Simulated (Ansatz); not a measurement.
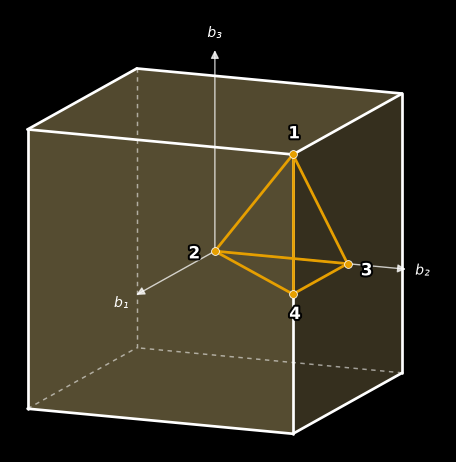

Crystal: Cu, the end point of a relaxation with DFT, RPBE, plane waves (420 eV) with PAW, scalar-relativistic in Ansatz; the starting structure was generated, so it need not be a known form of this composition. The first Brillouin zone of a simple cubic lattice (cP; extended symbol cP2) is drawn with its special points numbered. All values are computed from the atomic coordinates in the standard setting (tolerance 0.002 Å).

a = 2.439 Å, b = 2.439 Å, c = 2.439 Å, α = 90.00°, β = 90.00°, γ = 90.00°.

Labels and path follow the convention of Hinuma et al. (2017), as computed by seekpath; the arrows show the directions of the reciprocal primitive vectors b₁, b₂, b₃, in which coordinates are given.

Which special point is each number?

Answer.
```csv
no.,label,coordinates
1,R,"(1/2, 1/2, 1/2)"
2,Γ,"(0, 0, 0)"
3,X,"(0, 1/2, 0)"
4,M,"(1/2, 1/2, 0)"
```
